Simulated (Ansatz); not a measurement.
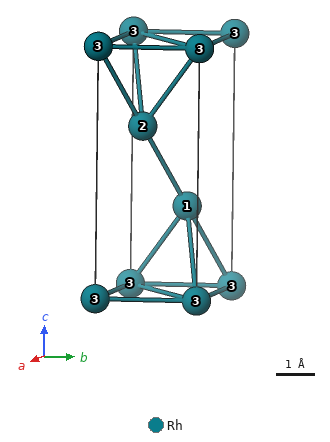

*The structure as given in the input (ball-and-stick view of the reduced cell, seen slightly off an axis; atoms are numbered from 1 in the order of the input). An atom can appear more than once, as a periodic image.*

Near neighbours in the periodic cell (some may lie outside the picture): Rh has 12 Rh at 2.68 to 2.82 Å.

## Single-point calculation, with input and output: Rh

System: Rh (P-1, 3 atoms in the cell).
Method: DFT, PBE, plane waves, PAW, no spin polarisation (Ansatz 0.2.0).

The structure derives from a Materials Project entry. Figures and captions count atoms from 1; the log counts them from 0 in places.

## Input file
```yaml
crystal:
  lattice:
    - [4.643296859, -1.63148e-05, -0.013822353]
    - [-3.87103e-05, 11.0172125507, -0.0260076669]
    - [2.3191541798, 1.0997382198, 0.8346198118]
  atoms:
    - { symbol: Rh, position: [0.3333333333, 0.6666666667, 0.0] }
    - { symbol: Rh, position: [0.6666666667, 0.3333333333, 0.0] }
    - { symbol: Rh, position: [0.0, 0.0, 0.0] }
basis:
  ecutwfc: 420
kpoints:
  mp_grid: { grid: [8, 4, 40] }
hamiltonian:
  xc: pbe
scf:
  occupations: { method: gaussian, width: 0.1 }
  algorithm: density_mixing
output:
  forces: true
  eigenvalues: true
  stress: true
```

Command:
```bash
ansatz run input.yaml --threads 8 --pin off --max-ram 28672MiB --backend cpu --events-out ev --progress --plain --runs-dir out
```

## Log
```
basis.fft_grid_basis auto: the FFT boxes are laid along the combinations [[1, 0, -1], [3, 1, -6], [0, 0, 1]] of the cell's own vectors, 2.708, 6.729 and 2.699 Å long. The dense box has 20×64×20 points. Along the cell's own vectors, as sized, it would have 32×75×20, 1.88 times as many. basis.fft_grid_basis: typed keeps the cell's own vectors: state it where this run's energies or levels are differenced outside the engine with another run's, or held beside a run that keeps those vectors.
Engine: ansatz 0.2.0, x86_64-unknown-linux-gnu
Pseudopotentials: kind: paw
Pseudopotential: Rh, paw, valence charge 17, recommended cutoff 420 eV (normal), Rh.paw.azcp
Functional definition: PBE
  parameter kappa = 0.804
  parameter beta = 0.06672455060314922
  exchange = pbe_x(kappa = kappa, mu = beta*pi^2/3)
  correlation = pbe_c(beta = beta)
Crystal: 3 atoms, lattice volume = 43.182 Å³
Basis set: ecut = 420 eV, 851 PW (Γ), FFT grids on a1−a3, 3a1+a2−6a3, a3, exchange–correlation on 40×128×40 points (8 copies of the dense FFT grid, shifted against one another)
Bands: 31, of which v1, the nominal top of the filled ones, is band 26 counted from 1 (25 counted from 0)
Symmetry: 6 space group operations
Space group: P-1 (ITA 2), of the structure as read, at distance tolerance 3.5e-5 Å
k-points: 644 of 1280
Non-local potential: Rh, projectors of the file, l = 0: 3, l = 1: 2, l = 2: 2, l = 3: 1
PAW form: soft (Blöchl's): semilocal exchange-correlation on the pseudo side does not see the compensation charge
PAW one-centre angular grid: Rh, 590 points (default); XC on 64 Gauss nodes
Initial density: superposition of atomic densities (neutral atoms: chi_scale 0, normalization atom), corrected by the library's trained network
Initial wavefunctions: pseudopotential atomic-orbital guess
Functional: x = pbe(κ = 0.804, μ = 0.2195149727645171), c = pbe(β = 0.06672455060314922)
SCF iter   1: F=—  HF=-19208.567340 eV  |F-HF|=—  |Δ(HF+E_count)|=         —  Δρ=4.17e-3  dr2=1.33e-3  ethr=1.77e-3  ⟨swp⟩=5.0  Hψ=66995  notcnv=0
preconditioner: auto → Kerker (q_TF=auto, 2.805 Å⁻¹)  [metal: Δε(μ)=0.003 eV  Ē_g=6.485 eV  σ=0.100 eV  W_gap=0.02  n_scr=14 (ndim 8)  ℏωp=29.4 eV  f_vac=0.000  D(μ)=4.44/eV (n_scr^D=50)]
SCF iter   2: F=—  HF=-19208.569884 eV  |F-HF|=—  |Δ(HF+E_count)|=   2.54e-3  Δρ=2.14e-3  dr2=3.38e-4  ethr=2.60e-6  ⟨swp⟩=3.0  Hψ=45378  notcnv=0
SCF iter   3: F=—  HF=-19208.569994 eV  |F-HF|=—  |Δ(HF+E_count)|=   1.10e-4  Δρ=3.21e-4  dr2=1.85e-5  ethr=6.63e-7  ⟨swp⟩=2.2  Hψ=29505  notcnv=0
SCF iter   4: F=—  HF=-19208.569993 eV  |F-HF|=—  |Δ(HF+E_count)|=   1.83e-6  Δρ=9.17e-5  dr2=2.45e-6  ethr=3.62e-8  ⟨swp⟩=2.4  Hψ=31542  notcnv=0
SCF iter   5: F=—  HF=-19208.569993 eV  |F-HF|=—  |Δ(HF+E_count)|=   4.67e-8  Δρ=2.04e-5  dr2=1.18e-7  ethr=4.80e-9  ⟨swp⟩=2.3  Hψ=26042  notcnv=0
SCF iter   6: F=-19208.569993 eV  HF=-19208.569993 eV  |F-HF|=1.33e-9  |Δ(HF+E_count)|=   1.25e-9  Δρ=5.10e-6  dr2=4.02e-9  ethr=1.96e-10  ⟨swp⟩=5.4  Hψ=65098  notcnv=0
SCF 1 converged in 6 iterations: F = -19208.569993 eV  dr2 = 4.02e-9
  greatest PAW one-centre occupation: 1.000 electrons in one spin orbital (limit 2), on the Rh atom at site 2 (counted from 0), in its partial waves of l = 0
SCF converged after 6 iterations
Free energy (F): -19208.569993 eV
Harris-Foulkes:  -19208.569993 eV  (|F-HF|=1.33e-9)
Internal energy: -19208.547770 eV  (E = F + TS)
E sigma→0 (E₀):  -19208.558882 eV
Entropy (-TS):   -0.022222 eV (-7.407 meV/atom)
Fermi energy:    21.091423 eV
--- Per-component energies (eV) ---
  E_band       = -312.570815
  E_kinetic    = 1716.327775
  E_local      = -4861.893524  (includes V_loc(G=0)·N_el)
  E_nonlocal   = 1063.928899
  E_hartree    = 1708.030425
  E_xc         = -664.345940
  E_vxc        = -833.857551  (∫ρ·V_xc dr)
  E_paw        = -10760.616543  (= ΣΔE_a)
  E_vpaw       = -813.140793  (= ΣTr[D̂ρ^β])
  E_aug_tail   = 0.002620  (compensation charges beyond the density's cutoff)
  E_ewald      = -7409.981482
  E_smearing   = -0.022222  (= −TS)
  E_closure    = -0.000000  (closes the sum)
  Σ components = -19208.569993   (vs F -19208.569993, Δ=0.00e0)
--- Forces (eV/Å), atoms counted from 1 ---
  atom   1  Rh     0.00000000     0.00000000     0.00000000
  atom   2  Rh    -0.00000000    -0.00000000    -0.00000000
  atom   3  Rh     0.00000000     0.00000000     0.00000000
  max |Σ_I F_I| component: 3.30e-27 eV/Å
--- Stress (GPa, compression-positive) ---
       -0.080584      -1.293978       0.002738
       -1.293979     -15.230276       0.041866
        0.002738       0.041866       0.000862
  P = ⅓ Tr σ = -5.1033 GPa (-51.033 kbar)
--- Band table (eV; the first three rows and the last of 644) ---
  k-point 0: bands = ["-57.6360", "-57.5671", "-57.5671", "-25.6287", "-25.6287", "-25.2501", "-25.2501", "-25.1902", "-25.1902", "-25.1731", "-25.1534", "-25.1442", "13.4775", "15.4748", "15.4748", "17.8153", "18.1707", "18.1707", "18.4339", "18.4512", "18.6650", "18.6650", "19.2266", "19.2266", "19.8912", "20.4887", "20.7743", "20.7743", "20.9965", "20.9965", "32.9785"]
  k-point 1: bands = ["-57.6319", "-57.5811", "-57.5541", "-25.7095", "-25.5263", "-25.2727", "-25.2311", "-25.1956", "-25.1952", "-25.1798", "-25.1713", "-25.1553", "13.6460", "15.4316", "15.4940", "17.9021", "18.0605", "18.2047", "18.3266", "18.3387", "18.5117", "18.5888", "18.8243", "19.8551", "19.9130", "20.3966", "20.4251", "20.7743", "21.1417", "21.7296", "31.3261"]
  k-point 2: bands = ["-57.6202", "-57.5936", "-57.5440", "-25.7534", "-25.4240", "-25.2975", "-25.2432", "-25.2214", "-25.2119", "-25.2030", "-25.1997", "-25.1652", "14.1273", "15.2653", "15.5778", "17.6126", "17.8816", "18.0605", "18.1388", "18.3692", "18.6220", "18.7100", "19.0145", "19.8670", "19.9404", "19.9722", "20.1846", "20.8265", "21.4903", "23.0089", "29.9283"]
  k-point 643: bands = ["-57.5417", "-57.5417", "-57.5035", "-25.7476", "-25.6948", "-25.6948", "-25.4444", "-25.3901", "-25.3164", "-25.3164", "-25.2848", "-25.2848", "15.1979", "15.5428", "15.9597", "15.9597", "17.6778", "17.6778", "18.7812", "18.7812", "18.9620", "18.9620", "21.5570", "21.7138", "21.7138", "21.8672", "22.2216", "24.4062", "24.4062", "24.8001", "29.2626"]
```

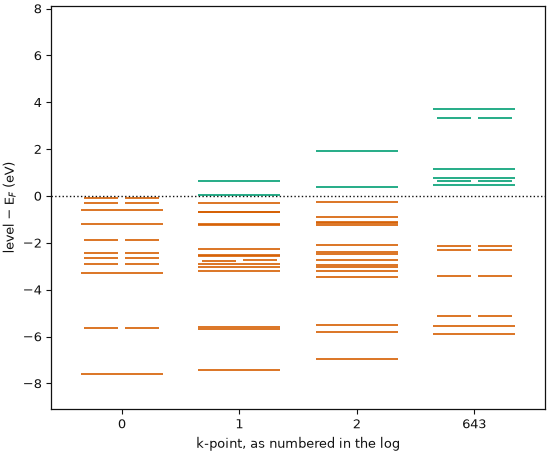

*Kohn–Sham levels near the Fermi level (dotted) at the few k-points that the log prints; levels within 0.02 eV of each other stand side by side.*

The system is metallic on the full mesh.

## Key numbers

| quantity | value |
| --- | --- |
| outcome | converged |
| space group (tolerance 0.01 Å) | P-1 (2) |
| electrons treated | 51 |
| free energy | −19208.5700 eV |
| Fermi energy | 21.091 eV |
| gap on the k-point mesh | none (metallic) |
| pressure | −5.10 GPa |
| largest force (length of the vector) | under 0.001 eV/Å |
| hardware | 8 threads of Intel Xeon (Granite Rapids), 32 GiB of memory available, shared host |
| wall time | 2.9 s (CPU time 18 s) |
| peak memory | 0.9 GiB |

## Notes

Settings chosen away from the usual ones: scf.algorithm set to density_mixing. The k-point mesh is coarse for a cell of this size, so the results may not be converged.
